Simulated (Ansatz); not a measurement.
**Geometry relaxation of Hf5S9 (charge +3) (part 1 of 4)**

System: Hf5S9 (defect cell, 28 atoms in the cell, total charge +3).
Method: DFT PBE+D3(BJ), scalar-relativistic, plane waves, PAW, spin-polarised (Ansatz 0.2.0).

The structure derives from a Materials Project entry. It belongs to a series of runs on one base structure; here: Hf interstitial, charge +3, atoms relaxed at the host's cell.

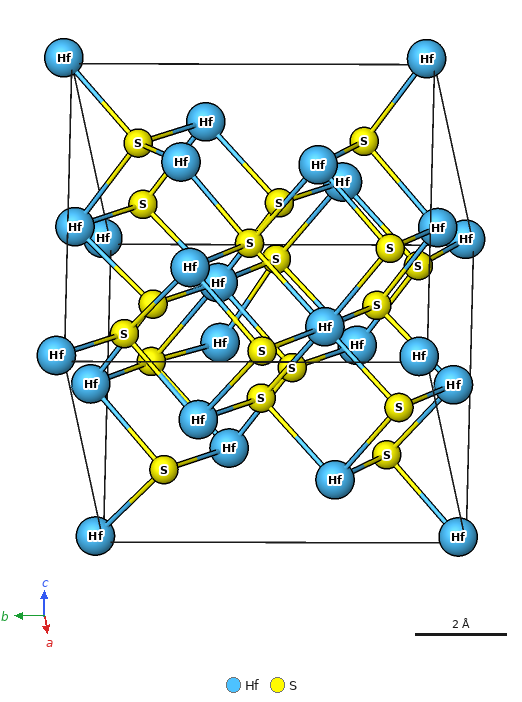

Fig. 1: The structure as given in the input (ball-and-stick view of the cell of the calculation, seen at an oblique angle). An atom can appear more than once, as a periodic image.

Input:
```yaml
crystal:
  lattice:
    - [0.0, 6.2455376308, -5.7703876601]
    - [5.4087942486, -3.1227688154, -5.7703876601]
    - [-5.4087942486, -3.1227688154, -5.7703876601]
  atoms:
    - { symbol: Hf, position: [-0.0095095934, 0.3128605924, 0.6569154899] }
    - { symbol: Hf, position: [0.3540806893, 0.0225024914, 0.6674178833] }
    - { symbol: Hf, position: [-0.0095612828, 0.6587651762, 0.3109289858] }
    - { symbol: Hf, position: [0.64435175, 0.6588443089, 0.6569320205] }
    - { symbol: Hf, position: [0.3361234858, 0.3244618226, 0.3226124438] }
    - { symbol: Hf, position: [0.0008830611, 0.0224623061, 1.0205558642] }
    - { symbol: Hf, position: [0.6560179196, 0.0045654489, 0.3225240286] }
    - { symbol: Hf, position: [0.3541195443, 0.6693262878, 1.0206064323] }
    - { symbol: Hf, position: [0.6560930503, 0.3244178161, 1.0026075897] }
    - { symbol: S, position: [0.8511594008, 0.2070378305, 0.2051628087] }
    - { symbol: S, position: [0.1910253094, 0.8593752329, 0.2096792061] }
    - { symbol: S, position: [0.8519013546, 0.5248110366, 0.8619255948], spin: 0.2 }
    - { symbol: S, position: [0.5386760551, 0.5194560299, 0.2051476971] }
    - { symbol: S, position: [0.1910885165, 0.2115336703, 0.8575615449] }
    - { symbol: S, position: [0.8566521803, 0.8631418917, 0.5201261668], spin: 0.2 }
    - { symbol: S, position: [0.5431754944, 0.8594277107, 0.8575412167] }
    - { symbol: S, position: [0.197516879, 0.5214955036, 0.5184065345], spin: 0.2 }
    - { symbol: S, position: [0.5387128155, 0.2070571087, 0.517605757] }
    - { symbol: S, position: [0.1462867313, 0.1272058453, 0.4715020582] }
    - { symbol: S, position: [0.458980876, 0.8146304658, 0.4713697335] }
    - { symbol: S, position: [0.1463034216, 0.473310242, 0.1253889881] }
    - { symbol: S, position: [0.7988577849, 0.467206553, 0.4654013505] }
    - { symbol: S, position: [0.4613765565, 0.1296983478, 0.1278972949] }
    - { symbol: S, position: [0.1564746472, 0.8302760536, 0.8289721716], spin: 0.2 }
    - { symbol: S, position: [0.8049316823, 0.814620691, 0.125467757] }
    - { symbol: S, position: [0.458952925, 0.473276668, 0.8128021692] }
    - { symbol: S, position: [0.8050188217, 0.1272301853, 0.8127538767] }
    - { symbol: Hf, position: [1.0258895045, 0.6952275189, 0.6866071973], spin: 0.2 }
  host:
    lattice:
      - [3.6058628324, 0.0, 0.0]
      - [-1.8029314162, 3.1227688154, 0.0]
      - [0.0, 0.0, 5.7703876601]
    atoms:
      - { symbol: Hf, position: [0.0, 0.0, 0.0] }
      - { symbol: S, position: [0.6666666667, 0.3333333333, 0.7476059819] }
      - { symbol: S, position: [0.3333333333, 0.6666666667, 0.2523940181] }
total_charge: 3
basis:
  ecutwfc: 420
  xc_grid: 2
kpoints:
  mp_grid: { grid: [2, 2, 2], shift: [0.5, 0.5, 0.5] }
hamiltonian:
  xc: pbe
  dispersion: d3bj
scf:
  occupations: { method: gaussian, width: 0.01 }
output:
  forces: true
  stress: false
  eigenvalues: true
  populations: true
  charged_corrections:
    defect_position: [1.0, 0.6875, 0.6875]
    epsilon: [[42.1488, 0.0, 0.0], [0.0, 42.1488, 0.0], [0.0, 0.0, 6.4742]]
  write_density: true
  write_potential: true
  elf: true
  volumetric_format: npy
magnetization:
  spin_polarized: true
relax:
  adjacent_minimum: "off"
  f_tol: 0.025
  max_steps: 45
```

Run on 4 threads of Arm Neoverse V1, 24 GiB of memory available, shared host.

Run as:
```bash
ansatz run input.yaml --threads 4 --pin off --max-ram 10240MiB --backend cpu --events-out ev --progress --plain --runs-dir out
```

What the program printed:
```
Engine: ansatz 0.2.0, aarch64-unknown-linux-gnu
Pseudopotentials: kind: paw
Pseudopotential: Hf, paw, valence charge 26, recommended cutoff 420 eV (normal), Hf.paw.azcp
Pseudopotential: S, paw, valence charge 6, recommended cutoff 420 eV (normal), S.paw.azcp
Functional definition: PBE
  parameter kappa = 0.804
  parameter beta = 0.06672455060314922
  exchange = pbe_x(kappa = kappa, mu = beta*pi^2/3)
  correlation = pbe_c(beta = beta)
Crystal: 28 atoms, lattice volume = 584.785 Å³
Basis set: ecut = 420 eV, 11377 PW (Γ), exchange–correlation on 120×120×120 points (8 copies of the dense FFT grid, shifted against one another)
Bands: 220, of which v1, the nominal top of the filled ones, is band 183 counted from 1 (182 counted from 0)
Symmetry: 1 space group operations
Space group: P1 (ITA 1), of the structure as read, at distance tolerance 8.4e-5 Å
Magnetic group: BNS 1.1 (UNI 1), of the structure as read, at distance tolerance 8.4e-5 Å
k-points: 4 of 8 (time reversal used)
Non-local potential: Hf, projectors of the file, l = 0: 3, l = 1: 2, l = 2: 2, l = 3: 3
Non-local potential: S, projectors of the file, l = 0: 2, l = 1: 2, l = 2: 2
PAW form: soft (Blöchl's): semilocal exchange-correlation on the pseudo side does not see the compensation charge
PAW one-centre angular grid: Hf, 590 points (default); XC on 64 Gauss nodes
PAW one-centre angular grid: S, 110 points (default); XC on 64 Gauss nodes
Initial density: superposition of atomic densities (chi_scale 0.1, normalization cell, long waves kept (reshape's long-wave potential 0.13 eV rms))
Starting moments: Σ|m| = 1 μB on 5 of 28 sites
Initial wavefunctions: pseudopotential atomic-orbital guess
Functional: x = pbe(κ = 0.804, μ = 0.2195149727645171), c = pbe(β = 0.06672455060314922)
SCF iter   1: F=—  HF=-173571.640800 eV  |F-HF|=—  |Δ(HF+E_count)|=         —  Δρ=5.08e-2 (↑5.08e-2 ↓5.05e-2)  dr2=1.89e2  dr2_m=2.36e-2  M=0.290 μB ∫|m|=0.349 μB  β_m=0.30  ethr=3.10e-3  ⟨swp⟩=6.0  Hψ=5760  notcnv=0  defer=139
Mixer restart at iter 1: flushing history
preconditioner: auto → Kerker (q_TF=auto, 2.522 Å⁻¹)  [metal: Δε(μ)=0.006 eV  Ē_g=12.964 eV  σ=0.010 eV  W_gap=0.31  n_scr=154 (ndim 8)  ℏωp=25.9 eV  f_vac=0.008  D(μ)=36.03/eV (n_scr^D=372)]
spin=Collinear: Kerker preconditioning applied to the charge; magnetization (m = ρ↑ − ρ↓) channel mixes plain (no charge-response kernel on spin).
SCF iter   2: F=—  HF=-173551.476398 eV  |F-HF|=—  |Δ(HF+E_count)|=    2.02e1  Δρ=2.99e-2 (↑2.99e-2 ↓2.99e-2)  dr2=7.22e1  dr2_m=1.34e-2  M=0.347 μB ∫|m|=0.376 μB  β_m=0.47  ethr=3.10e-3  ⟨swp⟩=3.0  Hψ=3226  notcnv=0  defer=246
SCF iter   3: F=—  HF=-173539.148071 eV  |F-HF|=—  |Δ(HF+E_count)|=    1.23e1  Δρ=1.18e-2 (↑1.18e-2 ↓1.18e-2)  dr2=1.39e1  dr2_m=2.37e-3  M=0.500 μB ∫|m|=0.504 μB  β_m=0.50  ethr=3.10e-3  ⟨swp⟩=3.0  Hψ=3238  notcnv=0  defer=246
SCF iter   4: F=—  HF=-173537.207360 eV  |F-HF|=—  |Δ(HF+E_count)|=    1.94e0  Δρ=6.57e-3 (↑6.55e-3 ↓6.57e-3)  dr2=3.09e0  dr2_m=3.31e-4  M=0.500 μB ∫|m|=0.512 μB  β_m=0.69  ethr=3.10e-3  ⟨swp⟩=2.0  Hψ=3530  notcnv=0  defer=246
SCF iter   5: F=—  HF=-173537.012842 eV  |F-HF|=—  |Δ(HF+E_count)|=   1.95e-1  Δρ=3.25e-3 (↑3.25e-3 ↓3.23e-3)  dr2=5.51e-1  dr2_m=1.89e-4  M=0.601 μB ∫|m|=0.625 μB  β_m=0.77  ethr=8.48e-4  ⟨swp⟩=2.0  Hψ=3234  notcnv=0  defer=246
SCF iter   6: F=—  HF=-173536.927670 eV  |F-HF|=—  |Δ(HF+E_count)|=   8.52e-2  Δρ=1.46e-3 (↑1.46e-3 ↓1.42e-3)  dr2=1.06e-1  dr2_m=2.15e-4  M=0.732 μB ∫|m|=0.760 μB  β_m=0.77  ethr=1.51e-4  ⟨swp⟩=2.8  Hψ=3292  notcnv=0  defer=246
SCF iter   7: F=—  HF=-173536.981425 eV  |F-HF|=—  |Δ(HF+E_count)|=         —  Δρ=9.53e-4 (↑9.53e-4 ↓8.61e-4)  dr2=3.77e-2  dr2_m=6.42e-4  M=0.936 μB ∫|m|=0.966 μB  β_m=0.77  ethr=2.92e-5  ⟨swp⟩=2.0  Hψ=3338  notcnv=0  defer=246
Mixer restart at iter 7: flushing history
SCF iter   8: F=—  HF=-173537.000683 eV  |F-HF|=—  |Δ(HF+E_count)|=   1.93e-2  Δρ=8.85e-4 (↑8.85e-4 ↓7.99e-4)  dr2=3.14e-2  dr2_m=2.75e-4  M=1.000 μB ∫|m|=1.040 μB  β_m=0.64  ethr=1.03e-5  ⟨swp⟩=3.0  Hψ=3321  notcnv=0  defer=246
SCF iter   9: F=—  HF=-173536.990809 eV  |F-HF|=—  |Δ(HF+E_count)|=   9.87e-3  Δρ=4.84e-4 (↑4.84e-4 ↓4.07e-4)  dr2=1.44e-2  dr2_m=1.54e-4  M=1.000 μB ∫|m|=1.045 μB  β_m=0.82  ethr=8.59e-6  ⟨swp⟩=2.0  Hψ=3274  notcnv=0  defer=246
SCF iter  10: F=—  HF=-173536.994096 eV  |F-HF|=—  |Δ(HF+E_count)|=   3.29e-3  Δρ=1.77e-4 (↑1.70e-4 ↓1.77e-4)  dr2=3.20e-3  dr2_m=9.39e-6  M=1.000 μB ∫|m|=1.061 μB  β_m=0.91  ethr=3.95e-6  ⟨swp⟩=2.0  Hψ=2954  notcnv=0  defer=246
SCF iter  11: F=—  HF=-173536.994825 eV  |F-HF|=—  |Δ(HF+E_count)|=   7.29e-4  Δρ=1.01e-4 (↑1.01e-4 ↓9.70e-5)  dr2=8.23e-4  dr2_m=1.18e-6  M=1.000 μB ∫|m|=1.061 μB  β_m=0.96  ethr=8.76e-7  ⟨swp⟩=2.0  Hψ=3253  notcnv=0  defer=246
SCF iter  12: F=—  HF=-173536.995057 eV  |F-HF|=—  |Δ(HF+E_count)|=   2.32e-4  Δρ=8.51e-5 (↑8.51e-5 ↓8.02e-5)  dr2=2.53e-4  dr2_m=1.04e-6  M=1.000 μB ∫|m|=1.061 μB  β_m=0.73  ethr=2.26e-7  ⟨swp⟩=2.0  Hψ=3253  notcnv=0  defer=246
SCF iter  13: F=—  HF=-173536.994880 eV  |F-HF|=—  |Δ(HF+E_count)|=   1.77e-4  Δρ=3.12e-5 (↑3.12e-5 ↓2.29e-5)  dr2=3.80e-5  dr2_m=1.04e-6  M=1.000 μB ∫|m|=1.061 μB  β_m=0.82  ethr=6.92e-8  ⟨swp⟩=2.0  Hψ=3220  notcnv=0  defer=246
SCF iter  14: F=—  HF=-173536.994903 eV  |F-HF|=—  |Δ(HF+E_count)|=   2.30e-5  Δρ=1.91e-5 (↑1.91e-5 ↓1.29e-5)  dr2=1.85e-5  dr2_m=3.79e-7  M=1.000 μB ∫|m|=1.061 μB  β_m=0.91  ethr=1.04e-8  ⟨swp⟩=2.0  Hψ=3220  notcnv=0  defer=246
SCF iter  15: F=-173536.994904 eV  HF=-173536.994905 eV  |F-HF|=1.59e-6  |Δ(HF+E_count)|=   2.29e-6  Δρ=6.19e-6 (↑5.42e-6 ↓6.19e-6)  dr2=2.60e-6  dr2_m=3.21e-8  M=1.000 μB ∫|m|=1.060 μB  ethr=4.28e-9  ⟨swp⟩=14.9  Hψ=16538  notcnv=0
SCF 1 converged in 15 iterations: F = -173536.994904 eV  dr2 = 2.60e-6
  greatest PAW one-centre occupation: 0.999 electrons in one spin orbital (limit 2), on the Hf atom at site 5 (counted from 0), in its partial waves of l = 0
relax step   1: F+E_penalty+E_count = -173536.99490385 eV  Δ(F+E_penalty+E_count) = +0.000e0 eV  max|allowed force component| = 7.602e-1 eV/Å  Δτ_max = 0.0000 Å  (15 SCF iters, dr2 threshold 1.56e-5 eV, accepted)
Initial density: handed on by an earlier stage of this run
Starting moments: Σ|m| = 1 μB on 5 of 28 sites; this step starts from the density that it was given
Initial wavefunctions: those handed on with the density
iter 1 solved again at ethr=9.68e-5 eV; its pass at ethr=3.10e-3 eV (dr2=3.53e-1 eV) is discarded
SCF iter   1: F=—  HF=-173537.087852 eV  |F-HF|=—  |Δ(HF+E_count)|=         —  Δρ=3.33e-3 (↑3.25e-3 ↓3.33e-3)  dr2=3.35e-1  dr2_m=1.26e-3  M=1.000 μB ∫|m|=1.064 μB  β_m=0.30  ethr=9.68e-5  ⟨swp⟩=1.9  Hψ=4276  notcnv=0  defer=246
preconditioner: auto → Kerker (q_TF=auto, 2.522 Å⁻¹)  [metal: Δε(μ)=0.004 eV  Ē_g=11.756 eV  σ=0.010 eV  W_gap=0.22  n_scr=154 (ndim 8)  ℏωp=25.9 eV  f_vac=0.044  D(μ)=33.06/eV (n_scr^D=322)]
spin=Collinear: Kerker preconditioning applied to the charge; magnetization (m = ρ↑ − ρ↓) channel mixes plain (no charge-response kernel on spin).
SCF iter   2: F=—  HF=-173537.053356 eV  |F-HF|=—  |Δ(HF+E_count)|=   3.45e-2  Δρ=2.32e-3 (↑2.29e-3 ↓2.32e-3)  dr2=1.92e-1  dr2_m=6.46e-4  M=1.000 μB ∫|m|=1.063 μB  β_m=0.65  ethr=9.18e-5  ⟨swp⟩=2.0  Hψ=1813  notcnv=0  defer=246
SCF iter   3: F=—  HF=-173537.016262 eV  |F-HF|=—  |Δ(HF+E_count)|=   3.71e-2  Δρ=3.83e-4 (↑3.83e-4 ↓3.83e-4)  dr2=1.44e-2  dr2_m=9.44e-6  M=1.000 μB ∫|m|=1.061 μB  β_m=0.82  ethr=5.26e-5  ⟨swp⟩=3.0  Hψ=3243  notcnv=0  defer=246
SCF iter   4: F=—  HF=-173537.015045 eV  |F-HF|=—  |Δ(HF+E_count)|=   1.22e-3  Δρ=2.45e-4 (↑2.45e-4 ↓2.21e-4)  dr2=3.28e-3  dr2_m=1.95e-5  M=1.000 μB ∫|m|=1.061 μB  β_m=0.66  ethr=3.95e-6  ⟨swp⟩=2.0  Hψ=3266  notcnv=0  defer=246
SCF iter   5: F=—  HF=-173537.013338 eV  |F-HF|=—  |Δ(HF+E_count)|=   1.71e-3  Δρ=1.28e-4 (↑1.28e-4 ↓1.13e-4)  dr2=1.27e-3  dr2_m=8.26e-6  M=1.000 μB ∫|m|=1.061 μB  β_m=0.79  ethr=8.98e-7  ⟨swp⟩=2.0  Hψ=3170  notcnv=0  defer=246
SCF iter   6: F=—  HF=-173537.013404 eV  |F-HF|=—  |Δ(HF+E_count)|=   6.67e-5  Δρ=5.92e-5 (↑5.92e-5 ↓5.21e-5)  dr2=1.67e-4  dr2_m=1.09e-6  M=1.000 μB ∫|m|=1.061 μB  β_m=0.89  ethr=3.47e-7  ⟨swp⟩=2.0  Hψ=2701  notcnv=0  defer=246
SCF iter   7: F=—  HF=-173537.013516 eV  |F-HF|=—  |Δ(HF+E_count)|=   1.12e-4  Δρ=3.04e-5 (↑3.04e-5 ↓2.78e-5)  dr2=6.10e-5  dr2_m=1.26e-7  M=1.000 μB ∫|m|=1.061 μB  β_m=0.95  ethr=4.57e-8  ⟨swp⟩=2.0  Hψ=2937  notcnv=0  defer=246
SCF iter   8: F=-173537.013484 eV  HF=-173537.013527 eV  |F-HF|=4.38e-5  |Δ(HF+E_count)|=   1.13e-5  Δρ=2.05e-5 (↑2.05e-5 ↓2.00e-5)  dr2=1.64e-5  dr2_m=6.02e-9  M=1.000 μB ∫|m|=1.061 μB  ethr=9.90e-9  ⟨swp⟩=14.0  Hψ=16108  notcnv=0
SCF 2 converged in 8 iterations: F = -173537.013484 eV  dr2 = 1.64e-5
[... from here on the iterations of each SCF are left out, up to the last one ...]
relax step   2: F+E_penalty+E_count = -173537.01348369 eV  Δ(F+E_penalty+E_count) = -1.858e-2 eV  max|allowed force component| = 4.339e-1 eV/Å  Δτ_max = 0.0714 Å  (8 SCF iters, dr2 threshold 3.61e-5 eV, accepted)
preconditioner: auto → Resta (q_TF=auto, 2.522 Å⁻¹)  ε∞=5.9  [insulator: Δε(μ)=0.034 eV  Ē_g=11.758 eV  σ=0.010 eV  W_gap=0.98  n_scr=154 (ndim 8)  ℏωp=25.9 eV  f_vac=0.044  D(μ)=2.58/eV (n_scr^D=6)  ε∞_Penn≈5.9]
spin=Collinear: Resta preconditioning applied to the charge; magnetization (m = ρ↑ − ρ↓) channel mixes plain (no charge-response kernel on spin).
SCF 3 converged in 6 iterations: F = -173537.051493 eV  dr2 = 5.34e-6
relax step   3: F+E_penalty+E_count = -173537.05149288 eV  Δ(F+E_penalty+E_count) = -3.801e-2 eV  max|allowed force component| = 8.551e-2 eV/Å  Δτ_max = 0.0483 Å  (6 SCF iters, dr2 threshold 1.18e-5 eV, accepted)
preconditioner: auto → Resta (q_TF=auto, 2.522 Å⁻¹)  ε∞=5.9  [insulator: Δε(μ)=0.028 eV  Ē_g=11.754 eV  σ=0.010 eV  W_gap=0.95  n_scr=154 (ndim 8)  ℏωp=25.9 eV  f_vac=0.044  D(μ)=9.54/eV (n_scr^D=50)  ε∞_Penn≈5.9]
spin=Collinear: Resta preconditioning applied to the charge; magnetization (m = ρ↑ − ρ↓) channel mixes plain (no charge-response kernel on spin).
SCF 4 converged in 8 iterations: F = -173537.052695 eV  dr2 = 5.25e-8
  greatest PAW one-centre occupation: 0.999 electrons in one spin orbital (limit 2), on the Hf atom at site 7 (counted from 0), in its partial waves of l = 0
relax step   4: F+E_penalty+E_count = -173537.05269480 eV  Δ(F+E_penalty+E_count) = -1.202e-3 eV  max|allowed force component| = 5.632e-2 eV/Å  Δτ_max = 0.0262 Å  (8 SCF iters, accepted)
SCF iter   1: F=—  HF=-173537.054923 eV  |F-HF|=—  |Δ(HF+E_count)|=         —  Δρ=3.82e-4 (↑3.78e-4 ↓3.82e-4)  dr2=3.63e-3  dr2_m=8.03e-6  M=1.000 μB ∫|m|=1.060 μB  β_m=0.65  ethr=9.53e-6  ⟨swp⟩=3.0  Hψ=2636  notcnv=0  defer=246
preconditioner: auto → Resta (q_TF=auto, 2.522 Å⁻¹)  ε∞=5.9  [insulator: Δε(μ)=0.032 eV  Ē_g=11.754 eV  σ=0.010 eV  W_gap=0.98  n_scr=154 (ndim 8)  ℏωp=25.9 eV  f_vac=0.044  D(μ)=4.47/eV (n_scr^D=20)  ε∞_Penn≈5.9]
spin=Collinear: Resta preconditioning applied to the charge; magnetization (m = ρ↑ − ρ↓) channel mixes plain (no charge-response kernel on spin).
SCF iter   2: F=—  HF=-173537.053732 eV  |F-HF|=—  |Δ(HF+E_count)|=   1.19e-3  Δρ=1.12e-4 (↑1.12e-4 ↓1.12e-4)  dr2=1.54e-4  dr2_m=1.16e-6  M=1.000 μB ∫|m|=1.060 μB  β_m=0.53  ethr=9.94e-7  ⟨swp⟩=2.0  Hψ=3372  notcnv=0  defer=246
SCF iter   3: F=—  HF=-173537.053719 eV  |F-HF|=—  |Δ(HF+E_count)|=   1.25e-5  Δρ=4.88e-5 (↑4.88e-5 ↓4.79e-5)  dr2=2.30e-5  dr2_m=2.57e-7  M=1.000 μB ∫|m|=1.060 μB  β_m=0.70  ethr=4.22e-8  ⟨swp⟩=2.0  Hψ=3080  notcnv=0  defer=246
SCF iter   4: F=—  HF=-173537.053727 eV  |F-HF|=—  |Δ(HF+E_count)|=   7.77e-6  Δρ=1.41e-5 (↑1.41e-5 ↓1.40e-5)  dr2=4.39e-6  dr2_m=1.75e-8  M=1.000 μB ∫|m|=1.060 μB  β_m=0.62  ethr=6.31e-9  ⟨swp⟩=2.0  Hψ=3212  notcnv=0  defer=246
SCF iter   5: F=—  HF=-173537.053725 eV  |F-HF|=—  |Δ(HF+E_count)|=   2.14e-6  Δρ=4.47e-6 (↑4.47e-6 ↓4.36e-6)  dr2=5.50e-7  dr2_m=2.81e-9  M=1.000 μB ∫|m|=1.060 μB  β_m=0.65  ethr=1.20e-9  ⟨swp⟩=2.0  Hψ=3210  notcnv=0  defer=246
SCF iter   6: F=—  HF=-173537.053725 eV  |F-HF|=—  |Δ(HF+E_count)|=   1.60e-7  Δρ=1.98e-6 (↑1.98e-6 ↓1.95e-6)  dr2=1.19e-7  dr2_m=4.11e-10  M=1.000 μB ∫|m|=1.060 μB  β_m=0.82  ethr=1.51e-10  ⟨swp⟩=2.0  Hψ=2891  notcnv=0  defer=246
SCF iter   7: F=-173537.053725 eV  HF=-173537.053725 eV  |F-HF|=4.19e-9  |Δ(HF+E_count)|=   5.93e-8  Δρ=4.83e-7 (↑4.83e-7 ↓4.83e-7)  dr2=8.92e-9  dr2_m=6.00e-12  M=1.000 μB ∫|m|=1.060 μB  ethr=2.74e-11  ⟨swp⟩=12.0  Hψ=12081  notcnv=0
SCF 5 converged in 7 iterations: F = -173537.053725 eV  dr2 = 8.92e-9
relax step   5: F+E_penalty+E_count = -173537.05372492 eV  Δ(F+E_penalty+E_count) = -1.030e-3 eV  max|allowed force component| = 5.535e-3 eV/Å  Δτ_max = 0.0102 Å  (7 SCF iters, accepted)
```

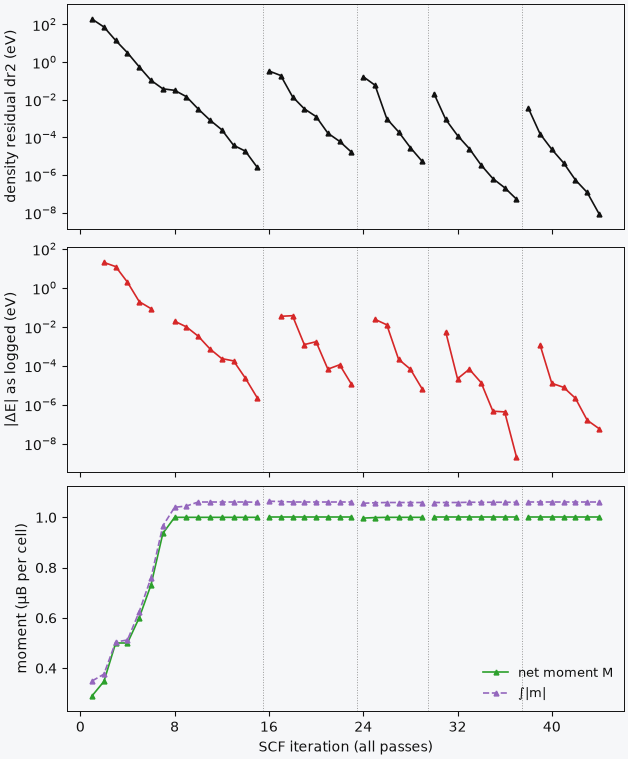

Fig. 2: Convergence of the self-consistent field: density residual dr2, size of the energy change and magnetic moment against the SCF iteration. The dotted lines part the SCF passes of the relaxation: geometry steps, rejected trials and re-solves on a re-selected basis. The 5 passes take 6 to 15 iterations each, 44 in all. The net moment goes from 0.3 to 1.0 μB per cell.

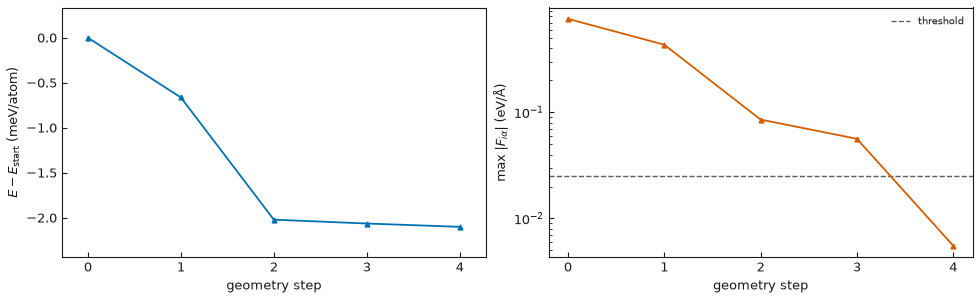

Fig. 3: Progress of the relaxation, step by step (the first geometry is step 0 here and step 1 in the log).
